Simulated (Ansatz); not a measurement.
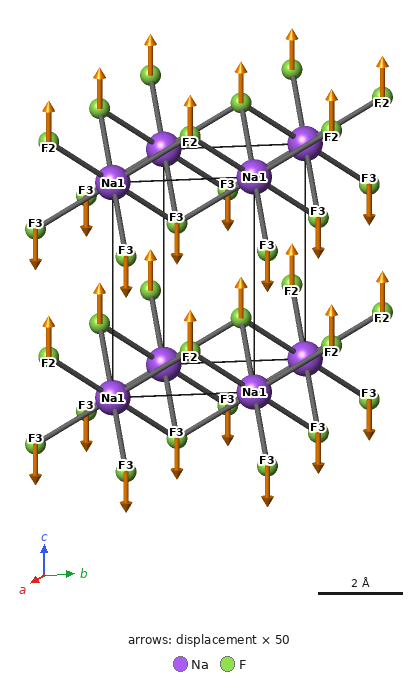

A relaxation of solid NaF2 (a generated structure, set up in P-3m1) (coarse preliminary run). The starting structure is drawn; orange arrows show the displacements (the part carried along by the change of the cell is left out), 50 times their true length.

The picture is a ball-and-stick view of the cell of the calculation, seen slightly off an axis.

Level of theory: Ansatz 0.2.0, DFT PBE, scalar-relativistic, plane waves, PAW. Set-up: plane-wave cutoff 420 eV; k-point mesh 6 × 6 × 4; occupations gaussian; smearing width 0.1 eV; collinear spin; cell and atoms relaxed; force threshold 0.04 eV/Å; at most 70 steps.

> Describe the change and its energy.

The energy falls by 142 meV per atom in 9 accepted moves (11 points after the start). Largest force component: 0.59 eV/Å at the start, 0.0017 eV/Å at the end. The pressure goes from −1.81 to 0.14 GPa. The SCF was repeated twice at an unchanged geometry on a basis and grid sized afresh for the cell, which shifted the energy by 2.9 meV per atom at most. The largest moves relative to the cell, 0.021 Å, are those of F2 and F3. F3 goes along −c. Na stays in place. The drawn cell changes as follows: a = b 3.449 → 3.644 Å (+5.6 %), c 5.346 → 3.730 Å (−30.2 %); the volume changes by −22.1 %. Near-neighbour distances that change, for instance: Na1–F2 2.398 → 2.309 Å. Among the angles between lasting bonds that change: Na1–F2–Na1 92.0° → 104.2°, F2–Na1–F3 88.0° → 75.8°, F2–Na1–F2 92.0° → 104.2°. The space group stays P-3m1 (No. 164). Cost: 54 s on 1 thread of Arm Neoverse N1 (shared host), peak memory 0.32 GiB.
